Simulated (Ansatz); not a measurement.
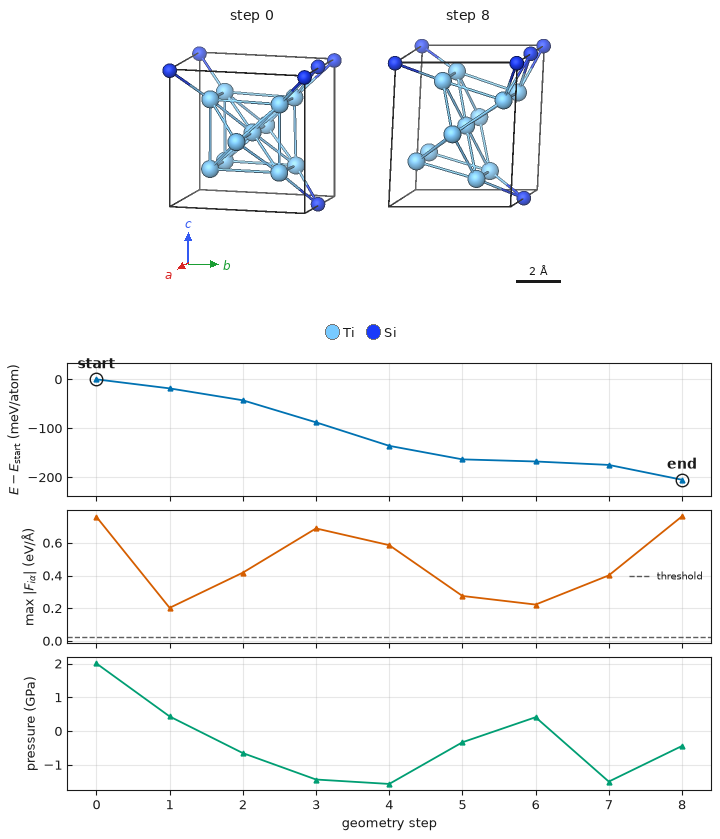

First and last geometry of a relaxation of solid Ti₅Si (a generated structure, set up in P1) (coarse preliminary run), with the history of the run. Style: ball-and-stick. Shown: the cell of the calculation, slightly off an axis.

Level of theory: Ansatz, DFT PBE, scalar-relativistic, plane waves, PAW.

Input
```yaml
crystal:
  lattice:
    - [-0.1471411925, -0.0044682402, 5.5332721264]
    - [6.3517425065, -0.0654771033, -0.1668503078]
    - [-0.0654771033, 6.416524778, -0.0050667474]
  atoms:
    - { symbol: Ti, position: [0.2467095693, 0.7570693459, 0.738558083] }
    - { symbol: Ti, position: [0.7466254363, 0.7582957791, 0.7495570493] }
    - { symbol: Ti, position: [0.2524017286, 0.243308872, 0.2526805371] }
    - { symbol: Ti, position: [0.7570670794, 0.245111516, 0.2561132027] }
    - { symbol: Ti, position: [0.2504337168, 0.2420530926, 0.7541170895] }
    - { symbol: Ti, position: [0.7420651212, 0.2432396816, 0.7604517717] }
    - { symbol: Ti, position: [0.2486785065, 0.7691158647, 0.2444575533] }
    - { symbol: Ti, position: [0.7549018134, 0.7572744374, 0.2538435942] }
    - { symbol: Ti, position: [-0.0050289636, 0.4926651671, 0.4933616967] }
    - { symbol: Ti, position: [0.4991557473, 0.5031429424, 0.5030174055] }
    - { symbol: Si, position: [0.0057464828, 6.4997e-06, -0.0105182236] }
    - { symbol: Si, position: [0.501243762, -0.0112831987, 0.0043602406] }
basis:
  ecutwfc: 420
kpoints:
  mp_grid: { grid: [4, 4, 4] }
hamiltonian:
  xc: pbe
scf:
  occupations: { method: gaussian, width: 0.2 }
  lower_state_search: "off"
output:
  forces: true
  stress: true
  eigenvalues: true
relax:
  adjacent_minimum: "off"
  f_tol: 0.025
  max_steps: 60
  cell: { stress_tol: 0.25 }
```

Run as
```bash
ansatz run input.yaml --threads 1 --pin off --max-ram 2560MiB --backend cpu --events-out ev --progress --plain --runs-dir out
```

### What do the curves and the structures tell?

The run was cut off at its time limit before the relaxation converged, so the last structure is only a point on the way. The energy falls by 205 meV per atom in 8 geometry steps. Largest force component: 0.76 eV/Å at the start, 0.76 eV/Å at the end. Pressure: 2.00 GPa at the start and −0.44 GPa at the end. The largest move relative to the cell is that of Ti5, 0.92 Å along [0 1 1]. Largest moves by element: Ti 0.92 Å, Si 0.10 Å. The drawn cell changes as follows: a 5.535 → 5.537 Å (0.0 %), b 6.354 → 5.765 Å (−9.3 %), c 6.417 → 6.756 Å (+5.3 %), α 91.2° → 85.4°, γ 93.0° → 90.3°; the volume changes by −4.6 %. Near-neighbour distances that change, for instance: Ti5–Ti7 4.548 → 2.853 Å, Ti6–Ti8 4.500 → 2.936 Å, Ti1–Ti3 4.433 → 3.157 Å, Ti2–Ti4 4.470 → 3.241 Å. New bonds form: Ti1–Ti3 (4.43 → 3.16 Å), Ti5–Ti7 (4.55 → 2.85 Å), Ti6–Ti8 (4.50 → 2.94 Å). The space group stays P1 (No. 1). The run took 3.5 min on 1 thread of AMD EPYC 9R45 96-Core Processor (Zen 5), on a shared host, peak memory 0.77 GiB.
